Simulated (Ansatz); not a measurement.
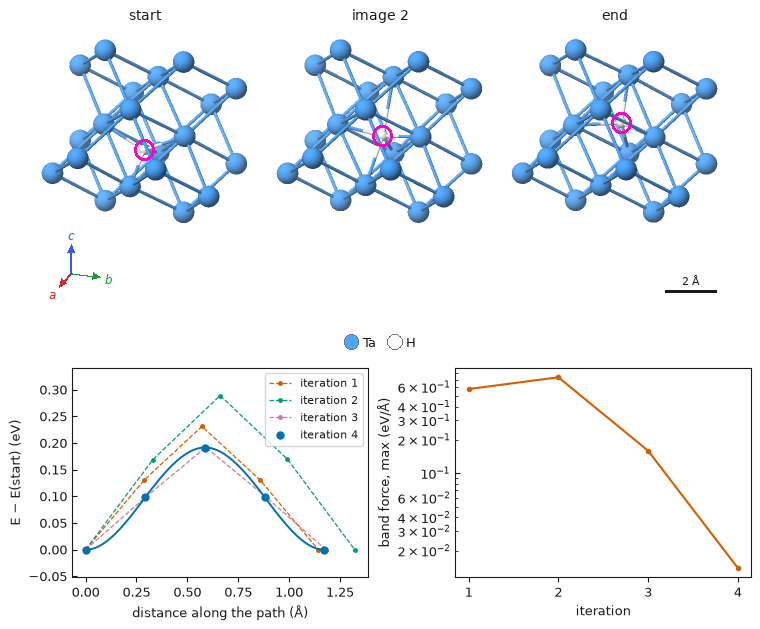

A search for the minimum-energy path of Ta with an interstitial H (17 atoms in the cell) by the nudged elastic band. Images are numbered from 0 (start) to 4 (end). The plot follows the band through its iterations. Style: ball-and-stick. Shown: the atoms within 4.2 Å of the middle of the path, from a free direction. The moving atom is ringed, with any periodic copies. Bonds to atoms that aren't drawn are left out.

Computed with DFT PBE, scalar-relativistic, plane waves, PAW in Ansatz 0.2.0. Set-up: plane-wave cutoff 250 eV; k-point mesh 3 × 3 × 3; Gaussian smearing 0.1 eV; 3 movable images; climbing image; force threshold 0.05 eV/Å; iteration limit 50.

**Did the band converge, and can the barrier be trusted?**

The run is converged, with reservations. The band converged in 4 iterations. The largest component of the band force went from 0.58 to 0.014 eV/Å. The climbing image converged on the top of the path. Its curvatures weren't checked. The plane-wave cutoff is below what these potentials need, so energies and forces are off. The first iteration put the highest image at 0.231 eV. The two ends have the same energy, and the highest point, image 2, lies 0.192 eV above the start.

Limits of the set-up: the cutoff lies below the recommended one; the periodic images lie only 6.6 Å apart, so the values are limited by the cell's size.
